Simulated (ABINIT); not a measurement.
## BAs (F-43m): G0W0 with ABINIT, start to end

Aim: the G0W0 gap of BAs (F-43m) on PBE, step by step.

Method: PBE and many-body steps on it, plane waves, in ABINIT 10.8.3.

**The experiments to reproduce.**

- Gap 2.02 eV: indirect gap from square root of absorption coefficient, average of three samples; transmission and reflection spectroscopy; 300 K; bulk crystal (CVT-grown platelets about 10 um thick) (“Optical properties of cubic boron arsenide”, 2019, arxiv:1911.04914).

- Gap 4.12 eV: direct gap from square of absorption coefficient, average of two samples; spectroscopic ellipsometry; 300 K; bulk crystal (CVT-grown opaque bulk crystals) (“Optical properties of cubic boron arsenide”, 2019, arxiv:1911.04914).

- Gap 1.82 eV: indirect gap from Tauc plot of optical absorption; UV-visible absorption, indirect Tauc plot; 300 K; bulk crystal (three thin as-grown single crystals with the same absorption edge) (“Photoluminescence mapping and time-domain thermo-photoluminescence for rapid imaging and measurement of thermal conductivity of boron arsenide”, 2019, arxiv:1910.07149).

Most raw output is cut from this account.

## Step 1: The structure

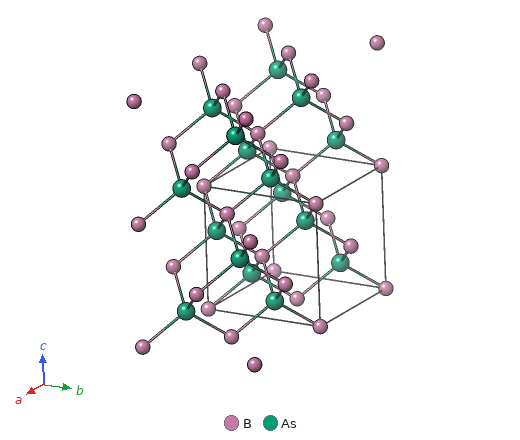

Start, viewed slightly off an axis; boron pink, arsenic teal. 2×1×2 cells are drawn. This picture shows the conventional cell, with its axes. Bonds to atoms that aren't drawn are left out. Some periodic images of atoms are drawn too.

As a file:

```cif
data_structure
_symmetry_space_group_name_H-M 'F-43m'
_symmetry_Int_Tables_number 216
_cell_length_a 4.7770
_cell_length_b 4.7770
_cell_length_c 4.7770
_cell_angle_alpha 90.000
_cell_angle_beta 90.000
_cell_angle_gamma 90.000
_cell_volume 109.01
loop_
_atom_site_label
_atom_site_type_symbol
_atom_site_symmetry_multiplicity
_atom_site_Wyckoff_symbol
_atom_site_fract_x
_atom_site_fract_y
_atom_site_fract_z
_atom_site_occupancy
B1 B 4 a 0.00000 0.00000 0.00000 1
As1 As 4 d 0.25000 0.25000 0.75000 1
```

The cell and positions come from the Crystallography Open Database and are kept as given unless a step says otherwise.

## Step 2: Ground state

This step: ABINIT 10.8.3; DFT, PBE, plane waves, norm-conserving pseudopotentials.

The ground-state density comes first.

File run.abi:

```
acell 3*1.0 Angstrom
rprim 
  -0.000000000000 2.388500000000 2.388500000000
  2.388500000000 -0.000000000000 2.388500000000
  2.388500000000 2.388500000000 -0.000000000000
ntypat 2
znucl 5 33
natom 2
typat 1 2
xred 
  0.000000000000 0.000000000000 0.000000000000
  0.250000000000 0.250000000000 0.250000000000
pp_dirpath "pseudos"
pseudos "B.upf, As.upf"
ecut 44
ngkpt 8 8 8
nshiftk 1
shiftk 0 0 0
kptopt 1
chksymbreak 0
nband 18
occopt 1
tolvrs 1e-10
nstep 60
prtwf 0
optforces 0
optstress 0
indata_prefix "in"
outdata_prefix "out"
tmpdata_prefix "tmp"
```

Run with:

```sh
OMP_NUM_THREADS=1 mpirun -n 4 abinit run.abi > log
```

Wall time 16 s (4 MPI ranks of Arm Neoverse V1, shared host); peak memory 0.3 GiB; 63 s of CPU time.

Numbers from this step:

```
total energy               : -8386.3532 eV
gap                        : 1.208 eV
k of the valence top       : 0, 0, 0
k of the conduction bottom : 0.375, 0.375, 0
least direct gap           : 3.289 eV
```

The gap is indirect, with the least direct gap 2.08 eV higher.

## Step 3: Bands along the symmetry lines

The cheap functional maps the bands first; the places of the edges decide which points the dearer methods must see.

File run.abi:

```
acell 3*1.0 Angstrom
rprim 
  -0.000000000000 2.388500000000 2.388500000000
  2.388500000000 -0.000000000000 2.388500000000
  2.388500000000 2.388500000000 -0.000000000000
ntypat 2
znucl 5 33
natom 2
typat 1 2
xred 
  0.000000000000 0.000000000000 0.000000000000
  0.250000000000 0.250000000000 0.250000000000
pp_dirpath "pseudos"
pseudos "B.upf, As.upf"
ecut 44
iscf -2
irdden 1
kptopt 0
nkpt 50
kpt 
  0.00000000 0.00000000 0.00000000
  -0.06250000 -0.06250000 0.00000000
  -0.12500000 -0.12500000 0.00000000
  -0.18750000 -0.18750000 0.00000000
  -0.25000000 -0.25000000 0.00000000
  -0.31250000 -0.31250000 0.00000000
  -0.37500000 -0.37500000 0.00000000
  -0.43750000 -0.43750000 0.00000000
  -0.50000000 -0.50000000 0.00000000
  -0.48437500 -0.48437500 0.03125000
  -0.46875000 -0.46875000 0.06250000
  -0.45312500 -0.45312500 0.09375000
  -0.43750000 -0.43750000 0.12500000
  -0.42187500 -0.42187500 0.15625000
  -0.40625000 -0.40625000 0.18750000
  -0.39062500 -0.39062500 0.21875000
  -0.37500000 -0.37500000 0.25000000
  -0.37500000 0.00000000 0.37500000
  -0.32812500 0.00000000 0.32812500
  -0.28125000 0.00000000 0.28125000
  -0.23437500 0.00000000 0.23437500
  -0.18750000 0.00000000 0.18750000
  -0.14062500 0.00000000 0.14062500
  -0.09375000 0.00000000 0.09375000
  -0.04687500 0.00000000 0.04687500
  0.00000000 0.00000000 0.00000000
  0.00000000 0.00000000 0.06250000
  0.00000000 0.00000000 0.12500000
  0.00000000 0.00000000 0.18750000
  0.00000000 0.00000000 0.25000000
  0.00000000 0.00000000 0.31250000
  0.00000000 0.00000000 0.37500000
  0.00000000 0.00000000 0.43750000
  -0.00000000 -0.00000000 0.50000000
  -0.06250000 -0.03125000 0.46875000
  -0.12500000 -0.06250000 0.43750000
  -0.18750000 -0.09375000 0.40625000
  -0.25000000 -0.12500000 0.37500000
  -0.31250000 -0.15625000 0.34375000
  -0.37500000 -0.18750000 0.31250000
  -0.43750000 -0.21875000 0.28125000
  -0.50000000 -0.25000000 0.25000000
  -0.50000000 -0.28125000 0.21875000
  -0.50000000 -0.31250000 0.18750000
  -0.50000000 -0.34375000 0.15625000
  -0.50000000 -0.37500000 0.12500000
  -0.50000000 -0.40625000 0.09375000
  -0.50000000 -0.43750000 0.06250000
  -0.50000000 -0.46875000 0.03125000
  -0.50000000 -0.50000000 0.00000000
istwfk *1
nband 20
nbdbuf 2
tolwfr 1e-08
nstep 40
prtwf 0
prtvol 0
indata_prefix "in"
outdata_prefix "out"
tmpdata_prefix "tmp"
```

It took 13 s on 4 MPI ranks; peak memory 0.28 GiB; 50 s of CPU time.

This step gave:

```yaml
gap: 1.208 eV
k_of_the_valence_top: 0, 0, 0
k_of_the_conduction_bottom: -0.375, -0.375, 0
least_direct_gap: 3.289 eV
```

The gap is 1.208 eV, as in the run before at this level.

Electronic bands along the path, in eV, zero at the top of the highest filled band:

```csv
point,band 10,band 11,band 12,band 13,band 14,band 15,band 16,band 17
Γ,-15.40,0.00,0.00,0.00,3.29,3.29,3.29,4.68
X,-11.22,-8.51,-4.07,-4.07,1.45,1.46,11.40,11.40
U,-11.27,-8.13,-5.94,-3.48,2.06,5.56,9.24,9.78
jump to K,-11.27,-8.13,-5.94,-3.48,2.06,5.56,9.24,9.78
Γ,-15.40,0.00,0.00,0.00,3.29,3.29,3.29,4.68
L,-12.53,-8.77,-1.82,-1.82,2.70,4.81,4.81,8.90
W,-11.07,-8.05,-5.48,-5.19,5.28,5.95,6.84,7.06
X,-11.22,-8.51,-4.07,-4.07,1.45,1.46,11.40,11.40
```

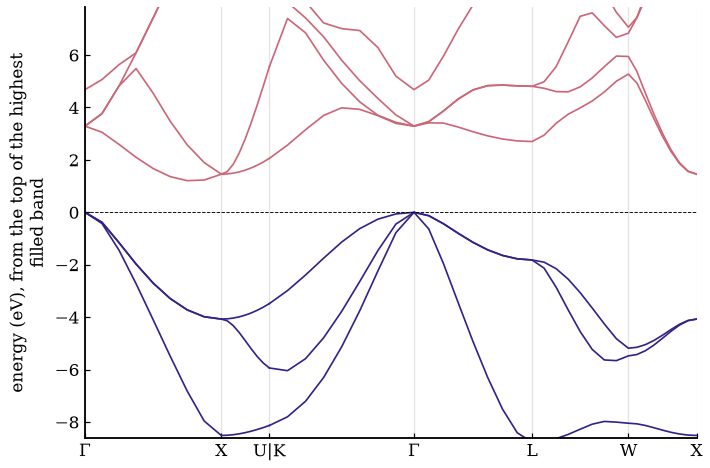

Electronic bands along the path; lines of filled and empty bands in two colours.

## Step 4: Empty states on the mesh, 4×4×4 mesh, 82 bands

The sums over transitions need many empty states on a uniform mesh; this step solves for them.

File run.abi:

```
acell 3*1.0 Angstrom
rprim 
  -0.000000000000 2.388500000000 2.388500000000
  2.388500000000 -0.000000000000 2.388500000000
  2.388500000000 2.388500000000 -0.000000000000
ntypat 2
znucl 5 33
natom 2
typat 1 2
xred 
  0.000000000000 0.000000000000 0.000000000000
  0.250000000000 0.250000000000 0.250000000000
pp_dirpath "pseudos"
pseudos "B.upf, As.upf"
ecut 44
ngkpt 4 4 4
nshiftk 1
shiftk 0 0 0
kptopt 1
chksymbreak 0
irdden 1
istwfk *1
nband 82
prtvol 0
optdriver 6
gwr_task "HDIAGO"
paral_kgb 0
occopt 1
indata_prefix "in"
outdata_prefix "out"
tmpdata_prefix "tmp"
```

Run time: 29 s. Hardware: 4 MPI ranks; peak memory 1.6 GiB.

Numbers from this step:

```
gap                                                           : 1.453 eV
k of the valence top                                          : 0, 0, 0
k of the conduction bottom                                    : 0.5, 0.5, 0
least direct gap                                              : 3.289 eV
k points computed                                             : 8
lowest point of the top converged band, above the valence top : 86.4587 eV
```

On this mesh the gap is 1.453 eV. The earlier step found 1.208 eV, so this mesh misses an edge.

## Step 5: Screening, 4×4×4 mesh, 74 bands, screening to 163.3 eV

The RPA dielectric matrix is built and inverted for each q.

This step: RPA screening on PBE, plane waves, norm-conserving pseudopotentials.

run.abi: that of step 4 with these lines changed.

```diff
@@ -20,10 +20,11 @@
 chksymbreak 0
-irdden 1
 istwfk *1
-nband 82
-prtvol 0
-optdriver 6
-gwr_task "HDIAGO"
-paral_kgb 0
 occopt 1
+irdwfk 1
+optdriver 3
+nband 74
+ecuteps 6
+inclvkb 2
+awtr 1
+symchi 1
 indata_prefix "in"
```

The job ended after 12 s (4 MPI ranks; peak memory 0.54 GiB; 46 s of CPU time).

This step gave:

```
ε∞ with local fields, on this mesh, along the program's q direction : 13.98
the same without local fields                                       : 15.29
plasma frequency                                                    : 36.27 eV
plane waves in the screening matrix                                 : 137
```

Local fields lower ε∞ by 9 %. On a Γ-centred mesh this coarse the value itself is usually too large, while a short band sum pulls it down.

## Step 6: Self-energy, 4×4×4 mesh, 74 bands, screening to 163.3 eV

The self-energy is evaluated for the states that the input lists, and the levels follow from it, in one-shot runs by the linearised quasiparticle equation.

This step: G0W0 on PBE, plane waves, norm-conserving pseudopotentials.

run.abi: that of step 5 with these lines changed.

```diff
@@ -23,8 +23,17 @@
 irdwfk 1
-optdriver 3
+optdriver 4
 nband 74
+gwcalctyp 0
+ecutsigx 44
+symsigma 1
+nkptgw 2
+kptgw 
+  0.0000000000 0.0000000000 0.0000000000
+  0.5000000000 0.5000000000 0.0000000000
+bdgw 
+  11 16
+  12 15
 ecuteps 6
-inclvkb 2
-awtr 1
-symchi 1
+irdscr 1
+ppmodel 1
 indata_prefix "in"
```

Elapsed: 4.8 s, on 4 MPI ranks; peak memory 0.54 GiB.

Numbers from this step:

| Quantity | Value |
| --- | --- |
| G0W0 gap on the points computed | 1.912 eV |
| starting gap on the mesh | 1.453 eV |
| k of the valence top | 0, 0, 0 |
| k of the conduction bottom | 0.5, 0.5, 0 |
| Z at the valence top | 0.808 |
| Z at the conduction bottom | 0.818 |
| least direct G0W0 gap on the computed points | 4.108 eV |

The gap on the mesh goes from 1.45 eV to 1.91 eV, a correction of +0.46 eV. The start differs from the 1.21 eV found before because the two sample other k points.

Limits: finite bands, cutoff and mesh; no spin-orbit coupling; coarse k mesh. v1 is the top filled band, c1 the lowest empty one. Levels before and after the correction, in eV, zero at the valence-band top of each column:

```csv
,conduction bottom,valence top
Kohn-Sham,1.45,0.00
G0W0,1.91,0.00
```

```csv
,level,energy (eV)
Kohn-Sham,Γ v3-v1,0.000
Kohn-Sham,Γ c1-c3,3.289
Kohn-Sham,(0.5 0.5 0) v2-v1,-4.073
Kohn-Sham,(0.5 0.5 0) c1,1.453
Kohn-Sham,(0.5 0.5 0) c2,1.458
G0W0,Γ v3-v1,0.000
G0W0,Γ c1-c3,4.108
G0W0,(0.5 0.5 0) v2-v1,-4.344
G0W0,(0.5 0.5 0) c1,1.912
G0W0,(0.5 0.5 0) c2,1.993
```

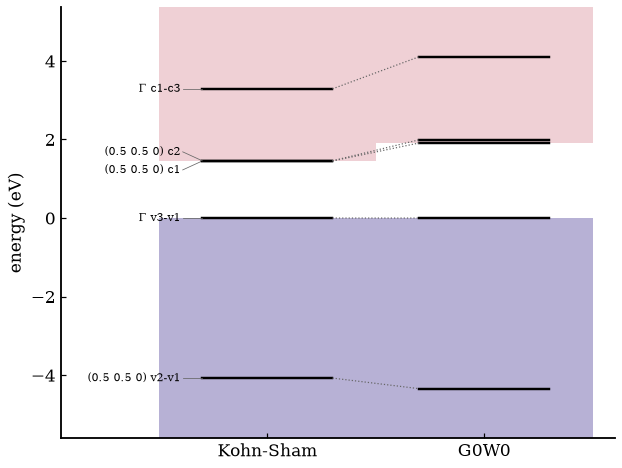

Levels before and after the correction. Shaded: valence and conduction bands.

## Step 7: Where the time went

Times are wall times on 4 MPI ranks of Arm Neoverse V1, shared host, good to a factor of about two.

```csv
step,time,share,memory (GiB)
ground state,16 s,21 %,0.3
bands along the symmetry lines,13 s,17 %,0.28
empty states on the mesh,29 s,39 %,1.6
screening,12 s,16 %,0.54
self-energy,4.8 s,6 %,0.54
```

## Step 8: What came out

| Quantity | Value |
| --- | --- |
| PBE gap | 1.21 eV, indirect |
| G0W0 gap on the mesh | 1.91 eV |
| G0W0 gap over the zone (rigid shift) | 1.67 eV |
| GW settings | 4×4×4 mesh, 74 bands, screening to 163.3 eV, Godby-Needs plasmon pole |
| known limits | not at the basis limit; no spin-orbit coupling; coarse k mesh |

**Reading.** G0W0 moves the gap on the mesh from 1.45 eV to 1.91 eV (+0.46 eV), with Z of 0.81 and 0.82 at the edges. The mesh misses the band edges by 0.25 eV in all; a rigid shift gives 1.67 eV for the zone. Local fields lower the RPA ε∞ on this mesh from 15.29 to 13.98; a Γ-centred mesh this coarse tends to raise both, most where the direct gap is narrow, while a short band sum lowers them. Only 2 of the mesh's irreducible points were corrected, so a valley elsewhere could overtake. The dearest step here is «empty states on the mesh». Against experiment, by G0W0@PBE: the gap of 1.67 eV lies −0.35 eV from the measured 2.02 eV (indirect, 300 K, 2019); the direct gap of 4.11 eV lies −0.01 eV from the measured 4.12 eV (direct, 300 K, 2019); the gap of 1.67 eV lies −0.15 eV from the measured 1.82 eV (indirect, 300 K, 2019). An exciton line or allowed optical edge lies below the quasiparticle gap by the binding energy; a forbidden edge can push the onset above it. The calculation has static nuclei and no excitons; a measured gap holds zero-point and thermal motion, which mostly lowers it. Bands and cutoff are finite, so the gap is not at the basis limit. The miss can reach some tenths of an eV and take either sign; the mesh is an error of its own. In the G0W0 run levels were corrected at 2 k points alone, so a gap called «on the mesh» is the least over those, and an edge elsewhere would be missed. A denser mesh or path gives a starting gap of 1.21 eV: the GW mesh misses a band edge, so its gaps are not the fundamental one. The 4×4×4 mesh is coarse for this cell, which bears on the long-range parts of exchange and screening. The many-body steps are scalar-relativistic: spin-orbit coupling is not in them.

[Paths, hosts, dates, memory and timing lines, banners, echoed tables and standing remarks are left out of the program output.]

[Logs are printed without paths, hosts, clocks, repeated set-up lines and the standing remarks that a program may print on its own settings, such as how far it seeks lower states.]

[Runs of the session that timed out or met a known fault of the program may be left out.]

[Hosts, paths, dates, database ids (printed as entryN), source tags and the programs' standing remarks are cut or masked in the printed files.]

[G0W0 gaps are taken among the corrected bands and points alone; a level outside them can change the order at an edge.]

[Where Ansatz stands beside ABINIT at settings called matched, ABINIT's density can come from a denser mesh and the files from another edition; pairs whose starting gaps differed by over 0.03 eV were left out, so agreement reads better than it is.]
